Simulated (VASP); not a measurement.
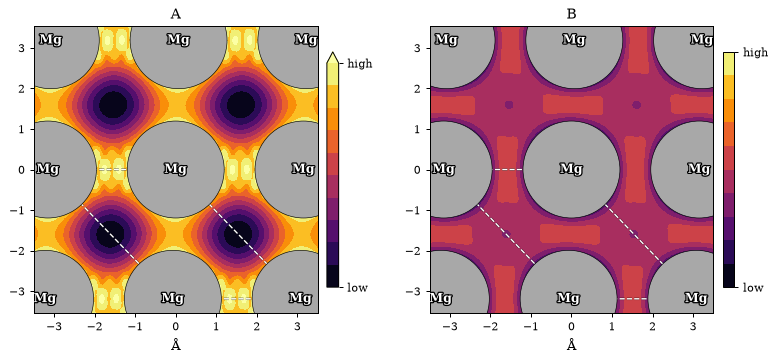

Mg: 2 fields on the (011̄) plane of the conventional cell, with unlabelled colour scales. Grey discs cover the atomic cores.

Space group P-1; a structure from a database of computed crystals, not necessarily the ambient phase; changed on purpose from its base cell (cell strained at random at fixed volume).

Level of theory: Kohn-Sham DFT of a periodic cell, AM05, VASP PAW PBE potentials, materialsproject (VASP 6.6.1).

Q: Which field does each panel show? The fields are: electron localisation function and valence pseudo-density.

A: Panel A: valence pseudo-density. Panel B: electron localisation function. From the grid: Mg–Mg (3.15 Å): the density is about 0.1 e/Å³ at the midpoint; the ELF reaches about 0.60 near the midpoint. Mg–Mg (3.19 Å): ρ is about 0.1 e/Å³ halfway; the ELF reaches about 0.55 near the midpoint.
